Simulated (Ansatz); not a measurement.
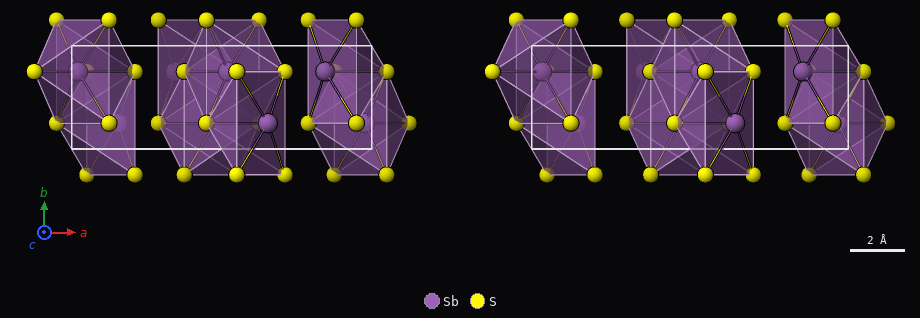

Two geometries of crystalline Sb2S3 (built on the database structure type), drawn at one scale. One is the start of a relaxation, the other its converged end. Style: polyhedral. Shown: the cell of the calculation, along the c axis.

All numbers below come from DFT, PBE-D3(BJ), plane waves, PAW (Ansatz 0.2.0). Settings: plane-wave cutoff 420 eV; k-point mesh 2 × 6 × 2; occupations fermi dirac; smearing width 0.02 eV; no spin polarisation; cell and atoms relaxed; force threshold 0.005 eV/Å.

Which geometry has the lower energy?

Answer. The left one is the relaxed one. Over 7 accepted moves (8 points after the start) the energy falls by 18.7 meV per atom. The largest force component goes from 0.25 to 0.0013 eV/Å. The pressure goes from −0.87 to 0.00 GPa. The SCF was repeated once at an unchanged geometry on a basis and grid sized afresh for the cell, which shifted the energy by 0.3 meV per atom at most. The largest moves relative to the cell, 0.14 Å, are those of S atoms. By element the largest moves are S 0.14 Å, Sb 0.13 Å. The drawn cell changes as follows: a 11.800 → 11.177 Å (−5.3 %), b unchanged at 3.845 Å, c 11.367 → 10.934 Å (−3.8 %); the volume changes by −8.9 %. Among the contacts that change: S–Sb 3.248 → 3.018 Å, S–Sb 3.180 → 3.016 Å, S–Sb 2.519 → 2.570 Å, S–Sb 2.460 → 2.502 Å. Bond angles that change, for instance: S–Sb–S 89.0° → 84.6°, Sb–S–Sb 102.2° → 99.9°. The space group stays Pnma (No. 62). The run took 37 s on 1 × NVIDIA H100 80GB HBM3 with 2 threads of AMD EPYC 7R13 Processor (Zen 3), with other jobs on the host, peak memory 1.4 GiB.
